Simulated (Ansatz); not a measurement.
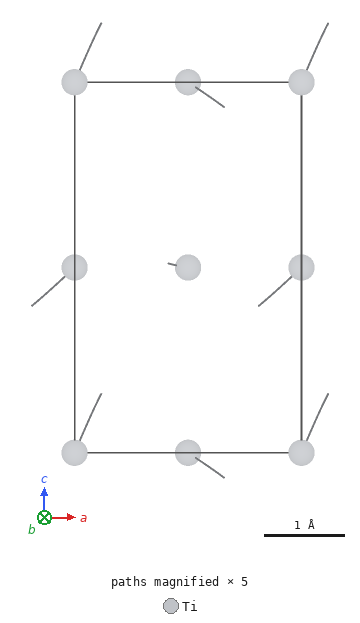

First-principles dynamics of a 4-atom cell of Ti (set up in Fm-3m), 22 fs long. Lines trace each atom's path, in the colour of its element; spheres stand at the starting positions. The excursions are magnified 5 times. Seen along the b axis in the reduced simulation cell.

The calculation used DFT, LDA, PAW with Ansatz's default frozen-core files, scalar-relativistic in Ansatz 0.2.0. Run with plane-wave cutoff 420 eV; k-point mesh 4 × 4 × 8; Fermi-Dirac smearing 0.08 eV; constant energy (NVE); velocities drawn for 1200 K; time step 1.5 fs.

Input file:
```yaml
crystal:
  lattice:
    - [0.0, 4.06, 4.06]
    - [4.06, 0.0, 4.06]
    - [2.03, 2.03, 0.0]
  atoms:
    - { symbol: Ti, position: [0.0, 0.0, 0.0] }
    - { symbol: Ti, position: [0.0, 0.5, 0.0] }
    - { symbol: Ti, position: [0.5, 0.0, 0.0] }
    - { symbol: Ti, position: [0.5, 0.5, 0.0] }
kpoints:
  mp_grid: { grid: [4, 4, 8] }
scf:
  occupations: { method: fermi_dirac, width: 0.08 }
hamiltonian:
  xc: lda
  pseudopotentials: { kind: paw }
output:
  forces: true
  stress: true
md:
  timestep: 1.5
  n_steps: 15
  ensemble: nve
  temperature: 1200
  initial_velocities: maxwell_boltzmann
  seed: 571116
```

Launched with:
```bash
ansatz run input.yaml --threads 2 --pin off --max-ram 4096MiB --backend cpu --events-out ev --progress --plain --runs-dir out
```

Question: How do the atoms move?

Answer: Root-mean-square distances from the starting positions over the second half, with the common drift of all atoms taken out: Ti 0.12 Å. The run lasts only 22 fs, too short to tell vibration from diffusion. The total energy stays between 0 and 0.014 meV per atom of its start. A straight-line fit has a slope that amounts to +0.011 meV per atom over 22 fs (under 0.1 % of the mean kinetic energy), and the ripple about it is under 0.1 % of the kinetic energy's fluctuation. With a drift under 2 % and a ripple under 7 %, the integration is accurate.
